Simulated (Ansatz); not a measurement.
System: Ge.

The calculation's input:

```
crystal:
  lattice:
    - [-3.469663098, 3.469663098, 3.469663098]
    - [3.469663098, -3.469663098, 3.469663098]
    - [3.469663098, 3.469663098, -3.469663098]
  atoms:
    - { symbol: Ge, position: [0.5, 0.0, 0.7958385093] }
    - { symbol: Ge, position: [0.7958385093, 0.5, 0.0] }
    - { symbol: Ge, position: [0.0, 0.7958385093, 0.5] }
    - { symbol: Ge, position: [0.7041614907, 0.7041614907, 0.7041614907] }
    - { symbol: Ge, position: [0.5, 0.0, 0.2041614907] }
    - { symbol: Ge, position: [0.2041614907, 0.5, 0.0] }
    - { symbol: Ge, position: [0.0, 0.2041614907, 0.5] }
    - { symbol: Ge, position: [0.2958385093, 0.2958385093, 0.2958385093] }
basis:
  ecutwfc: 420
kpoints:
  mp_grid: { grid: [8, 8, 8] }
hamiltonian:
  xc: pbesol
scf:
  occupations: { method: gaussian, width: 0.15 }
output:
  forces: true
  stress: true
  eigenvalues: true
  write_density: true
  write_potential: true
  elf: true
  volumetric_format: npy
```

Launched as:

```sh
ansatz run input.yaml --threads 2 --pin off --max-ram 5120MiB --backend cpu --events-out ev --progress --plain --runs-dir out
```

Below, planes, directions and counts refer to the conventional cell (a = 6.94 Å, b = 6.94 Å, c = 6.94 Å, α = 90.00°, β = 90.00°, γ = 90.00°).

Space group Ia-3; a structure from a database of computed crystals, not necessarily the ambient phase.

All numbers below come from DFT PBEsol, scalar-relativistic, plane waves, PAW in Ansatz.

**What can the converged valence pseudo-density and electron localisation function tell about the bonding?**

Ge–Ge (2.49 Å): the density is about 0.46 e/Å³ at the midpoint; the ELF peaks at about 0.75 between the atoms.

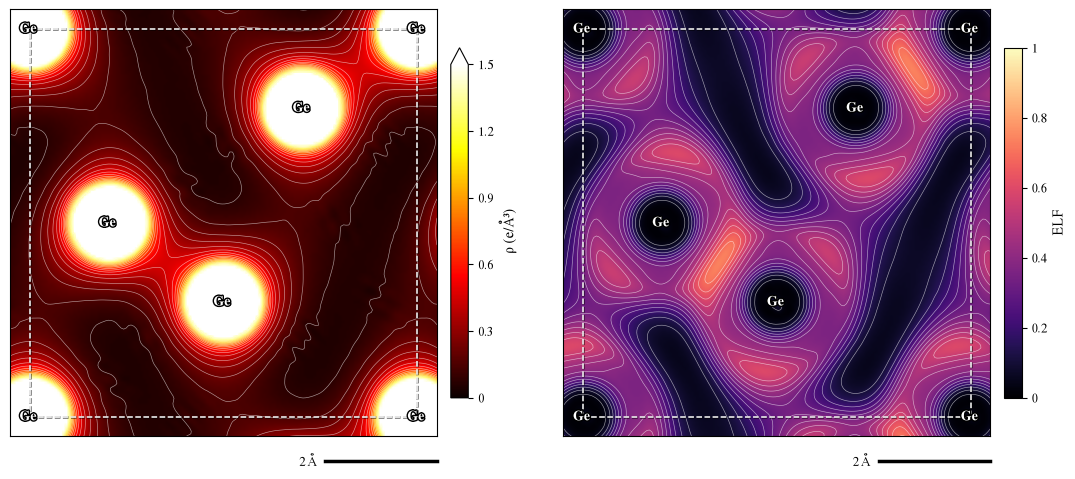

Computed valence pseudo-density and electron localisation function on the (100) plane of the conventional cell, in this order. 

In a PAW calculation such maps are meaningful between the atoms, not at the nuclei.
